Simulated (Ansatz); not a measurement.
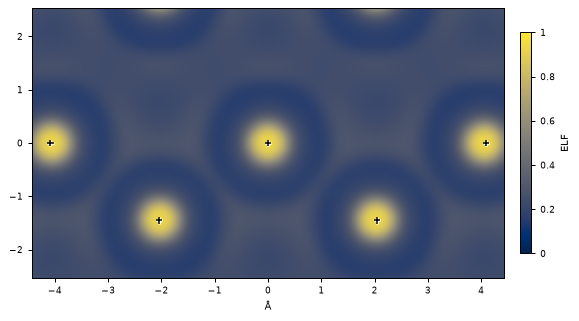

The electron localisation function on a plane through atoms (crosses mark nuclei in the plane).

Level of theory: Kohn-Sham DFT of a periodic cell, LDA, Ansatz PAW in Ansatz.

Candidates:
A. Cu, a = 2.52 Å, b = 2.52 Å, c = 4.08 Å, α = 90.00°, β = 90.00°, γ = 120.00°. Space group P6₃/mmc; a structure from a database of computed crystals, not necessarily the ambient phase; computed pressure about −5 GPa in this cell.
B. SiO$_{2}$, a = 4.23 Å, b = 4.23 Å, c = 2.69 Å, α = 90.00°, β = 90.00°, γ = 90.00°. Space group P4₂/mnm; a structure from a database of computed crystals, not necessarily the ambient phase; computed pressure about −14 GPa in this cell.

**Which candidate gave the map?**

Candidate A: Cu on the (110) plane of the conventional cell, which holds Cu. Cu–Cu (2.51 Å): the ELF is about 0.20 at the midpoint (no shared electron pair shows on this line).
